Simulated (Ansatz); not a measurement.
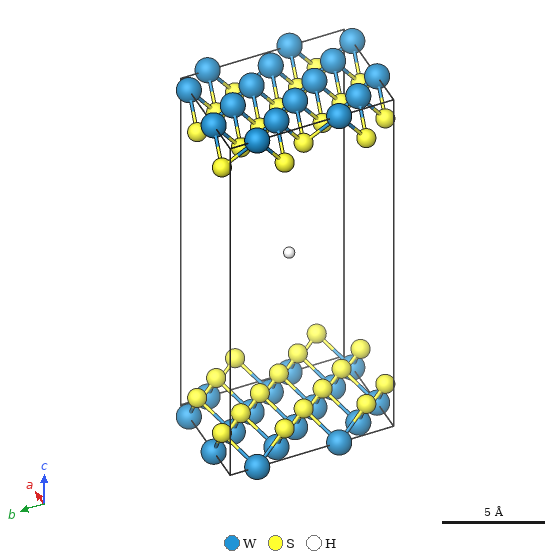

Structure drawing (ball-and-stick), viewed from a general direction. The supercell is drawn as a box. The host is WS2, in a cell of 36 sites, and the cell carries a charge of -1.

Name the defect and give its surroundings.

An interstitial hydrogen atom. It is bonded to no bonds drawn. Not all metal-metal contacts are counted.

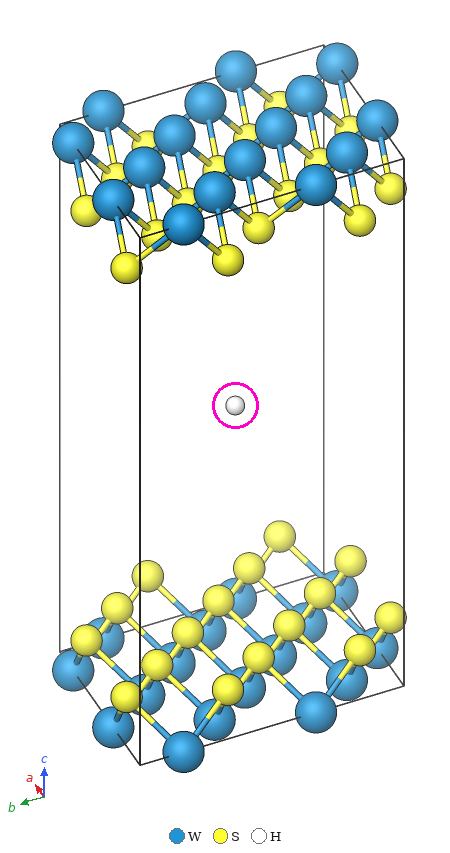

The same cell with a ring at the defect's site.

The atoms were relaxed in the host's cell with Ansatz, DFT PBE+D3(BJ), scalar-relativistic, plane waves, PAW.
